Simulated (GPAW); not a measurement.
# Polarising ZrGe2As4 monolayer with a field along the normal

The dipole of the cell at several fields, atoms fixed. What does the strongest field give, and what length does the slope stand for?

How it was computed: GPAW 26.7.0, plane waves (400 eV), PAW setups, PBE, 9×9 mesh, a dipole layer in the vacuum; geometry relaxed without an applied field with GPAW. The cell's area is 13.01 Å², and e/ε0 = 180.95 V Å.

Results, with one row withheld:

```tsv
field (V/Å)	dipole (e Å)
−0.2	−0.1785
−0.1	−0.0893
−0.05	−0.0446
0.05	0.0446
0.1	0.0893
0.2	0.1785
0.3	?
```

Q: What is the dipole at 0.3 V/Å?

**Working.** A line through the 6 points has the slope α = 0.893 e Å per V/Å and the intercept p₀ = −0.0000 e Å (r.m.s. residual 3.1e−05). At 0.3 V/Å it gives p = −0.0000 + 0.893 × 0.3 = 0.2678 e Å; the run gives 0.2678 e Å, so the response stays linear to 0.0 % of the induced part. Dividing by ε0 and the area: α/(ε0 A) = 0.893 × 180.95 / 13.01 = 12.41 Å, against 10.23 Å between the outer nuclei.

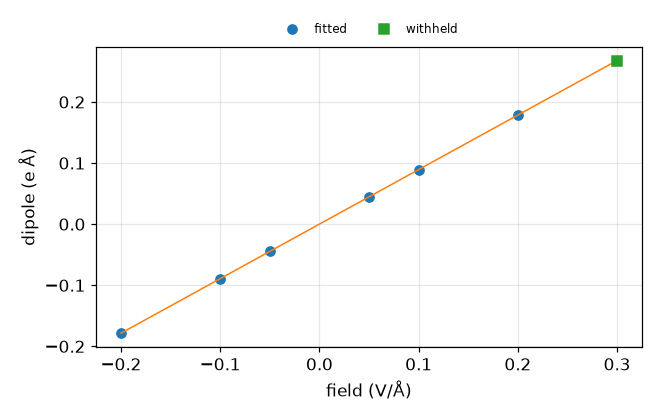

The line and the withheld run.

Caveats: This is the electronic response alone; ions that move would add to it in polar layers. No run was spin-polarised, so magnetic states weren't tested.

[Logs are printed without paths, hosts, clocks, repeated set-up lines and the standing remarks that a program may print on its own settings, such as how far it seeks lower states.]
